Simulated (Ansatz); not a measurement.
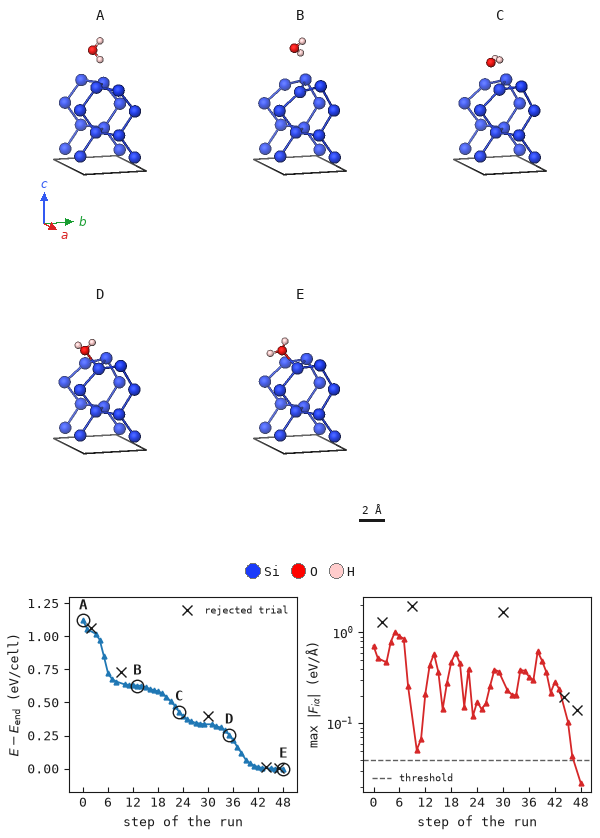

Frames of a constrained relaxation of a slab of composition Si$_{16}$H$_{2}$O (cut from the Fd-3m phase), marked on the history of the run. Style: ball-and-stick. Shown: the cell of the calculation, outlined in the plane, without the vacuum (origin shifted), slightly off an axis.

Case: 1 H2O a cell, upright, over a bridge Si-Si site. The slab is the (1 1 0) face of Si with H2O on it. 8 atoms are held fixed.

Theory: DFT PBE+D3(BJ), scalar-relativistic, plane waves, PAW (Ansatz 0.2.0).

The input:
```yaml
crystal:
  lattice:
    - [7.6671877233, 0.0, 0.0]
    - [0.0, 5.4215204318, 0.0]
    - [0.0, 0.0, 25.3164907925]
  atoms:
    - { symbol: Si, position: [0.25, 0.0, 0.3159995619] }
    - { symbol: Si, position: [0.75, 0.0, 0.3159995619] }
    - { symbol: Si, position: [0.5, 0.25, 0.3159995619] }
    - { symbol: Si, position: [0.0, 0.25, 0.3159995619] }
    - { symbol: Si, position: [0.5, 0.5, 0.3917129357] }
    - { symbol: Si, position: [0.0, 0.5, 0.3917129357] }
    - { symbol: Si, position: [0.75, 0.75, 0.3917129357] }
    - { symbol: Si, position: [0.25, 0.75, 0.3917129357] }
    - { symbol: Si, position: [0.75, 0.0036677553, 0.4679304438] }
    - { symbol: Si, position: [0.25, 0.0036677553, 0.4679304438] }
    - { symbol: Si, position: [0.0, 0.2463322447, 0.4679304438] }
    - { symbol: Si, position: [0.5, 0.2463322447, 0.4679304438] }
    - { symbol: Si, position: [0.0, 0.5080634537, 0.539568104] }
    - { symbol: Si, position: [0.5, 0.5080634537, 0.539568104] }
    - { symbol: Si, position: [0.25, 0.7419365463, 0.539568104] }
    - { symbol: Si, position: [0.75, 0.7419365463, 0.539568104] }
    - { symbol: O, position: [0.3448310104, 0.5216544709, 0.6550264439] }
    - { symbol: H, position: [0.375, 0.625, 0.6240979868] }
    - { symbol: H, position: [0.375, 0.625, 0.685958851] }
basis:
  ecutwfc: 420
kpoints:
  mp_grid: { grid: [2, 3, 1] }
hamiltonian:
  xc: pbe
  dispersion: d3bj
scf:
  occupations: { method: gaussian, width: 0.05 }
output:
  forces: true
  eigenvalues: true
  write_density: true
  write_potential: true
  elf: true
  volumetric_format: npy
relax:
  adjacent_minimum: "off"
  f_tol: 0.04
  max_steps: 100
  constraints: [{ sites: [0, 1, 2, 3, 4, 5, 6, 7] }]
efield:
  axis: 3
  dipole_correction: true
  ramp_width: 0.04
```

Command:
```bash
ansatz run input.yaml --threads 2 --pin off --max-ram 5120MiB --backend cpu --events-out ev --progress --plain --runs-dir out
```

Describe the path.

The largest move is that of H18, 2.83 Å at 68° to the normal (−c side). By element the largest moves are H 2.83 Å, O 2.16 Å, Si 0.46 Å. The cell stays as it was. Near-neighbour distances that change, for instance: Si14–O17 3.157 → 1.965 Å, Si14–Si16 2.298 → 2.373 Å, Si14–Si15 2.298 → 2.355 Å, Si10–Si15 2.303 → 2.354 Å. New bonds form: Si14–O17 (3.16 → 1.97 Å). Bond angles that change, for instance: Si9–Si16–Si13 109.9° → 88.6°, Si10–Si15–Si13 109.9° → 91.7°, Si9–Si16–Si14 109.9° → 96.5°. Over 43 accepted moves (48 points after the start) the energy falls by 1.120 eV per cell of the calculation. Largest force component: 0.71 eV/Å at the start, 0.022 eV/Å at the end. The line search rejected the trial steps at points 2, 9, 30, 44, 47 of the run. The run took 14 min on 2 threads of Arm Neoverse V1 (shared host), peak memory 1.2 GiB. From step 0 to 13: H19 moves most (0.74 Å), energy −0.493 eV per cell of the calculation. From step 13 to 23: H19 moves most (1.71 Å), energy −0.197 eV per cell of the calculation. From step 23 to 35: H18 moves most (1.61 Å), energy −0.174 eV per cell of the calculation. From step 35 to 48: H19 moves most (1.44 Å), energy −0.257 eV per cell of the calculation.

```csv
step,"E − E(0), meV/atom","largest force component, eV/Å",note
0,0.00,0.7103,
1,-3.47,0.5202,
2,-3.05,1.2975,rejected
3,-5.27,0.4687,
4,-7.69,0.7884,
5,-14.22,1.0217,
6,-21.05,0.9077,
7,-23.40,0.8542,
8,-24.33,0.2547,
9,-20.44,1.9707,rejected
10,-25.45,0.0512,
12,-25.82,0.2127,
14,-26.03,0.5792,
16,-27.23,0.1432,
18,-28.20,0.4720,
20,-30.35,0.4581,
22,-33.89,0.3996,
24,-38.07,0.1730,
26,-40.16,0.1658,
28,-41.02,0.3910,
30,-38.03,1.6692,rejected
32,-42.09,0.2071,
34,-43.60,0.3872,
36,-47.57,0.3261,
38,-52.68,0.6189,
40,-56.83,0.3667,
42,-58.32,0.2864,
44,-58.34,0.1955,rejected
46,-58.94,0.0435,
48,-58.96,0.0218,
```

Limits of the set-up: the periodic images lie only 5.4 Å apart, so the values are limited by the cell's size.
